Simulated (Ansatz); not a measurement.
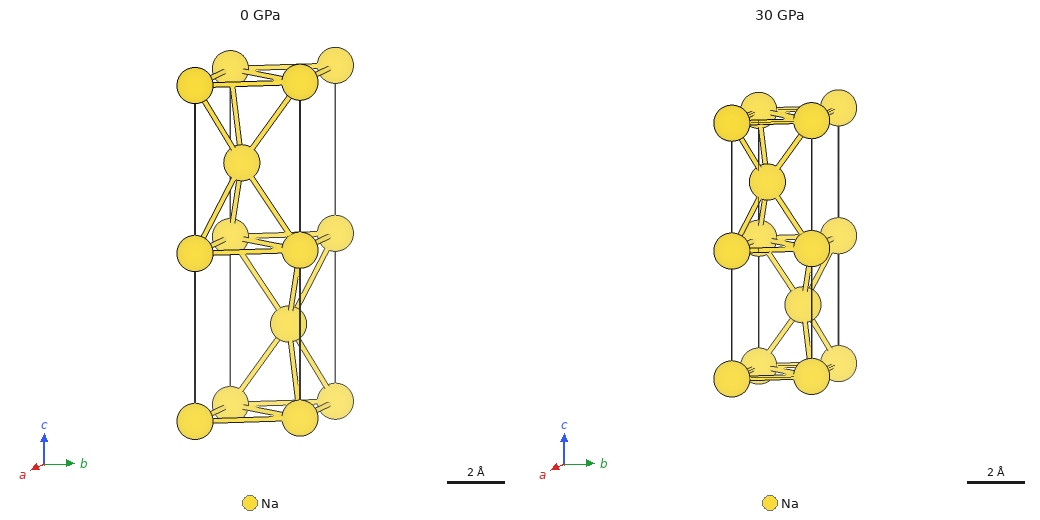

Na, double hexagonal close-packed (α-La type), space group P6₃/mmc (No. 194), relaxed (cell and atoms) under a series of hydrostatic pressures; the conventional cell is drawn at the lowest and the highest, to one scale (sticks follow a distance rule). The start was a structure listed in the Materials Project. This isn't the form of Na at room conditions, which is bcc.

Alike in all runs: Ansatz 0.2.0; functional PBEsol; potentials Ansatz PAW; cutoff 420 eV; k mesh 8 × 8 × 3 on the run's cell of 4 atoms; occupations fermi-dirac, width 0.05 eV; no spin polarisation; no spin-orbit coupling.

| pressure (GPa) | volume (Å³/atom) | a (Å) | c (Å) |
| --- | --- | --- | --- |
| 0.0 | 36.361 | 3.748 | 11.958 |
| 2.0 | ? | ? | ? |
| 5.0 | 25.879 | 3.342 | 10.701 |
| 10.0 | 22.018 | 3.167 | 10.137 |
| 20.0 | 18.124 | 2.969 | 9.499 |
| 30.0 | 15.986 | 2.848 | 9.104 |

Question: What equation of state do the given rows imply, and what volume does it predict for the missing row?

Answer: The fit gives V0 = 36.48 Å³/atom, B0 = 7.5 GPa and B0′ = 3.9, which puts the volume at 2.0 GPa at 30.27 Å³/atom. The run gave volume 30.305 Å³/atom; a 3.522 Å; c 11.282 Å.

Question: Which axis yields most up to 30 GPa?

Answer: The axes shrink nearly alike: a −24.0 %, c −23.9 %, against −56.0 % in volume.

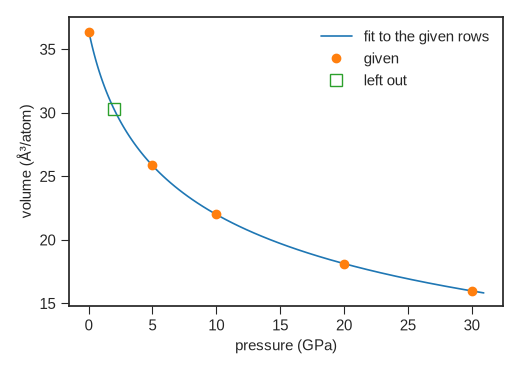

Volume against pressure, with the fit. The structure was kept in its own symmetry, so a change to another phase within this range wouldn't be seen.

Caveat: the plane-wave basis is chosen anew once the cell has moved, so the energies of steps on either side of that aren't comparable.
